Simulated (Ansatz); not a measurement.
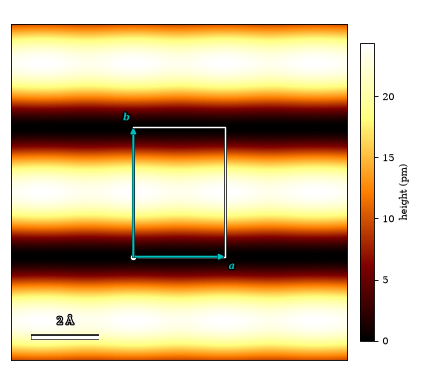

Constant-current image at a set point of 3.6 × 10⁻⁴ e/Å³ of Ru(110) (Fm-3m bulk, 9 atomic planes (those closer than 0.6 Å count as one), 11 Å), sample bias −1.00 V. The white outline is the surface cell of the coordinates below, with its origin (dot) on a lattice point and its vectors a and b marked.

Model: Tersoff–Hamann, s-wave tip, no tip–sample forces. Bias windows are sharp sums over the levels of the k mesh.

Level of theory: DFT PBE, scalar-relativistic, plane waves, PAW (Ansatz). Cutoff 420 eV, 18 × 13 k-points, Gaussian smearing 0.1 eV, dipole correction. The slab is a cut without reconstruction beyond its cell, at the source's lattice constants, with its lower half held fixed and the rest relaxed. This isn't the element's usual hcp form. No spin polarisation. The run warns that the functional's potential is rough in the thin density of the vacuum, where the tip is; weak contrasts and barriers may feel it.

```
Ru
1.0
     2.70822    0.00000    0.00000
     0.00000    3.83000    0.00000
     0.00000    0.00000   30.83288
Ru
9
Direct
  0.50000 0.50000 0.32433
  0.00000 0.00000 0.36825
  0.50000 0.50000 0.41216
  0.00000 0.00000 0.45608
  0.50000 0.50000 0.49895
  0.00000 0.00000 0.54311
  0.50000 0.50000 0.58613
  0.00000 0.00000 0.63219
  0.50000 0.50000 0.66880
```

The last single point took 3.5 min on 2 threads of Arm Neoverse V2, with other jobs on the host, peak memory 1.7 GiB.

What lies under the maxima and minima of this image?

Answer. The brightest spots lie over points 1.4 Å to the side of the top Ru atoms and the top Ru atoms; the darkest points are over bridge points of the top Ru atoms and the Ru atoms 1.1 Å below the top plane. The corrugation is 24 pm at a mean tip height of 3.0 Å.
